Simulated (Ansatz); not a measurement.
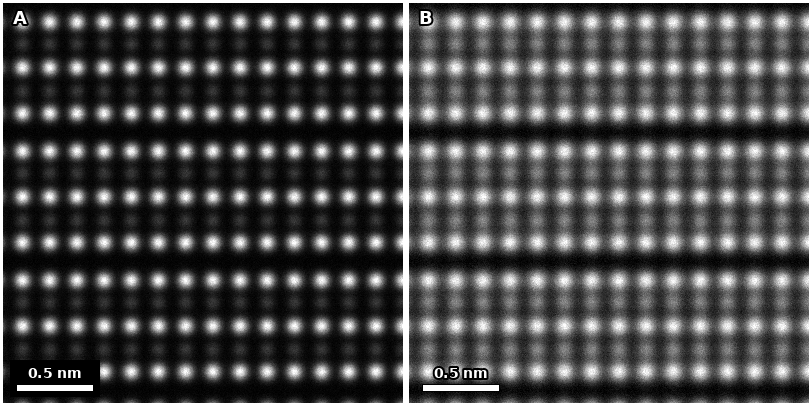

Two simulated images of the same area of Zr3S2 (R-3m, No. 166) along [210], with a probe of 0.83 Å. One is incoherent Z contrast (Z^1.7 per atom), the other the projected potential of neutral atoms blurred by the probe (iDPC-like, thin sample). Brightness is counted from the darkest point of the image. Shot noise was added. Structure: the geometry relaxed with DFT PBE, scalar-relativistic, plane waves, PAW (Ansatz); the starting structure was generated, so it need not be a known form of this composition.

Question: Which panel is which, and how can one tell?

Answer: A is the Z-contrast image and B the potential image. The columns of 1 S per repeat reach about 20 % of the brightest peak (1 Zr) in A but about 53 % in B, mainly since the potential grows much more slowly with atomic number.
